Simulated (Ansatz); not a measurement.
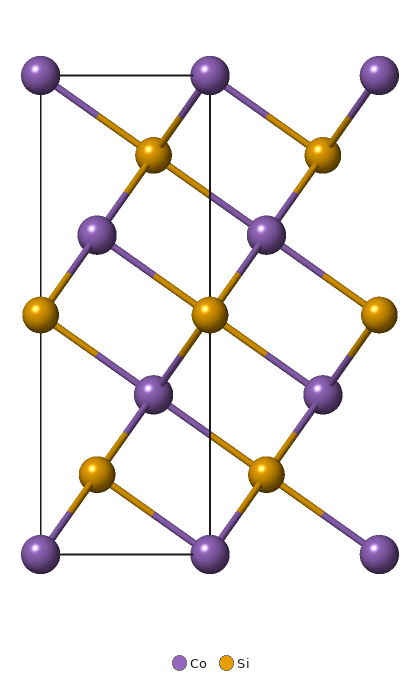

Projection along an edge of the hexagonal mesh, stacking direction [111] upwards. Every atom sits on one of the three columns of the mesh; call them A, B, C in the order in which they first turn up. The box is the hexagonal cell of the face-centred cubic lattice. The sequence starts with the first layer at or above the cell's origin.

The compound is CoSi (space group Fm-3m, No. 225), taken as the end point of a relaxation with DFT PBE, scalar-relativistic, plane waves, PAW (Ansatz 0.2.0); the starting structure was generated, so it need not be a known form of this composition.

**Read off the stacking sequence over one period.**

Co(A) – Si(B) – Co(C) – Si(A) – Co(B) – Si(C) (six layers in 8.08 Å).

**How are the Si layers alone stacked?**

Si layers alone: BAC, the cubic close-packed type.

**Which positions between or in the Si layers do the other atoms fill?**

Co: three octahedral sites, counted in one hexagonal cell.
